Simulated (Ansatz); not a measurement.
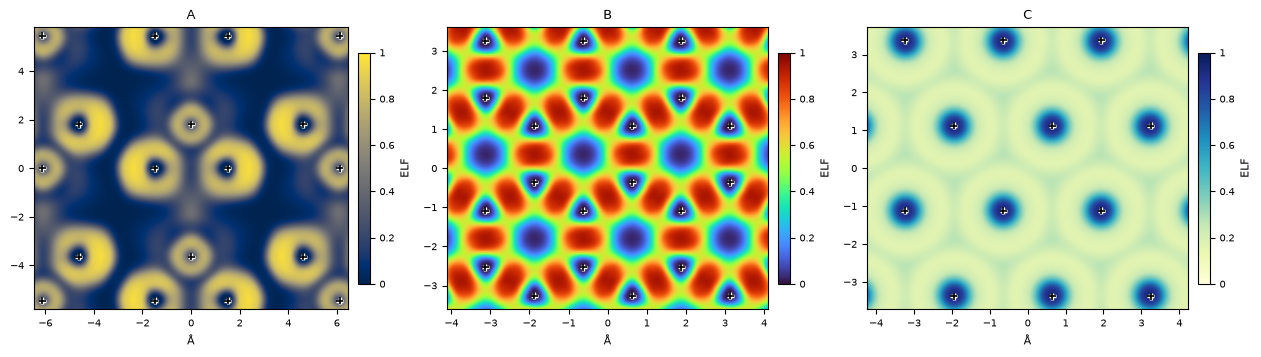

The ELF of 3 systems, each on a plane through atoms (crosses mark nuclei in the plane).

Level of theory: DFT, PBE, PAW with Ansatz's default frozen-core files, scalar-relativistic (Ansatz).

System 1: C, the (001) plane of the conventional cell. Space group R-3m; computed pressure about −7 GPa in this cell.

```
CELL_PARAMETERS angstrom
2.50825 0.00000 0.00000
-1.25412 2.17221 0.00000
0.00000 0.00000 34.10605
ATOMIC_POSITIONS crystal
C 0.00000 0.00000 0.05000
C 0.66667 0.33333 0.38333
C 0.33333 0.66667 0.71667
C 0.66667 0.33333 0.28333
C 0.33333 0.66667 0.61667
C 0.00000 0.00000 0.95000
C 0.00000 0.00000 0.28300
C 0.66667 0.33333 0.61633
C 0.33333 0.66667 0.94967
C 0.66667 0.33333 0.05033
C 0.33333 0.66667 0.38367
C 0.00000 0.00000 0.71700
```

System 2: MoS₂, the (110) plane of the conventional cell. Space group P6₃/mmc; not relaxed (largest force 1.4 eV/Å); computed pressure about 11 GPa in this cell; computed without spin polarisation.

```
Mo S
1.0
     3.15043    0.00000    0.00000
    -1.57521    2.72835    0.00000
     0.00000    0.00000   12.25388
Mo S
2 4
Cartesian
  0.0000 1.8189 3.0635
  1.5752 0.9094 9.1904
  0.0000 1.8189 7.6893
  1.5752 0.9094 1.5624
  0.0000 1.8189 10.6915
  1.5752 0.9094 4.5646
```

System 3: Cu, the (001) plane of the conventional cell. Space group R-3m; changed on purpose from its base cell (equal xy, yz and zx shear strains of -3 %, PAW files); computed pressure about 2 GPa in this cell; computed without spin polarisation.

```cif
data_structure
_symmetry_space_group_name_H-M 'P 1'
_symmetry_Int_Tables_number 1
_cell_length_a 2.5945
_cell_length_b 2.5945
_cell_length_c 6.0735
_cell_angle_alpha 90.000
_cell_angle_beta 90.000
_cell_angle_gamma 120.000
_cell_volume 35.41
loop_
_atom_site_label
_atom_site_type_symbol
_atom_site_fract_x
_atom_site_fract_y
_atom_site_fract_z
_atom_site_occupancy
Cu1 Cu 0.00000 0.00000 0.00000 1
Cu2 Cu 0.66667 0.33333 0.33333 1
Cu3 Cu 0.33333 0.66667 0.66667 1
```

### Which map belongs to which system?

Panel A is system 2, MoS₂: the plane holds Mo and S. Mo–S (2.36 Å): the ELF peaks at about 0.85 in the valence shell of S, 0.8 Å from its nucleus, and is about 0.45 at the midpoint. Panel B is system 1, C: the plane holds C. C–C (1.45 Å): the ELF peaks at about 0.95 between the atoms. Panel C is system 3, Cu: the plane holds Cu. Cu–Cu (2.59 Å): the ELF is about 0.20 at the midpoint: no localised pair shows between them.
